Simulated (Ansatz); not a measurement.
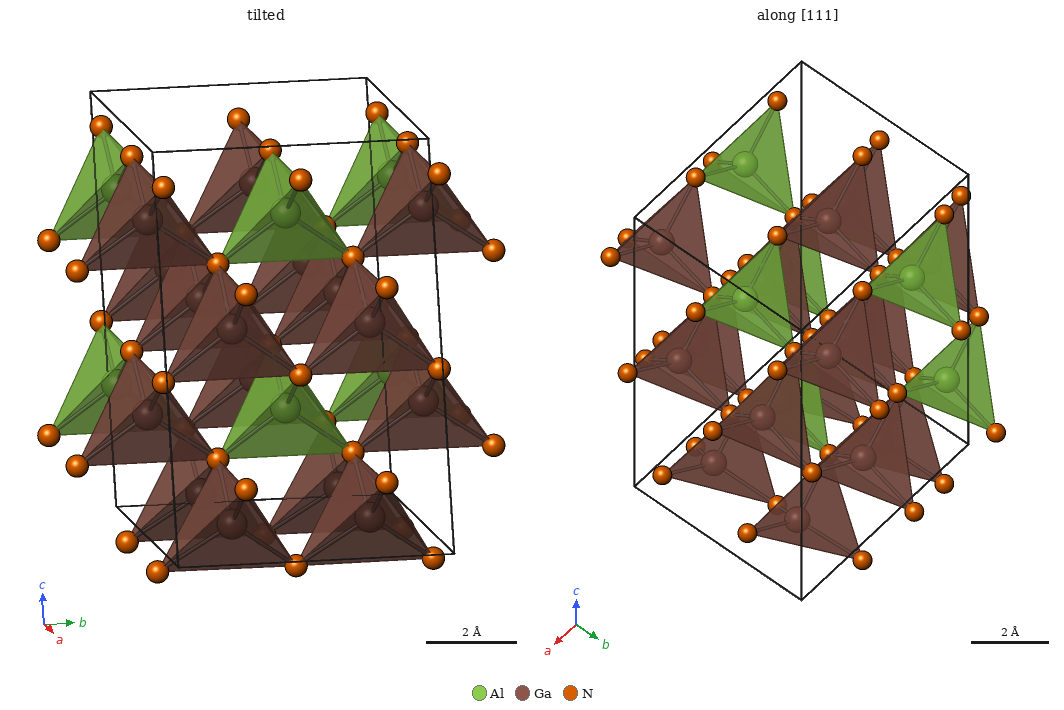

Drawn in the polyhedral manner and seen slightly off an axis and along [111]. Thin lines show the conventional unit cell, with boundary atoms drawn in all their periodic places. Some neighbours outside the box are added.

- Its composition is AlGa₃N₄.
- The structure has Cm (No. 8) symmetry and a base-centred monoclinic lattice.
- In the cell are 4 Al, 12 Ga, 16 N, which makes 4 formula units.
- The polyhedra are AlN4 tetrahedra and GaN4 tetrahedra; they share corners.
- Al sits among four N in a tetrahedral arrangement at about 1.9 Å. The coordination shell of Ga holds four N in a distorted tetrahedral arrangement at about 1.9 to 2.0 Å. About every N there are three Ga and one Al in a distorted tetrahedral arrangement (about 1.9 to 2.0 Å to Ga, 1.9 Å to Al).
- The bonds build a three-dimensional framework.

Starting structure: a structure listed in the Materials Project. The cell was then strained or its atoms displaced on purpose. Ansatz was used for an electronic-structure calculation on it.

At this level of theory the run's own cell isn't at rest (forces up to 1.9 eV/Å), so its distances can differ from those at equilibrium, the more so the softer the solid.
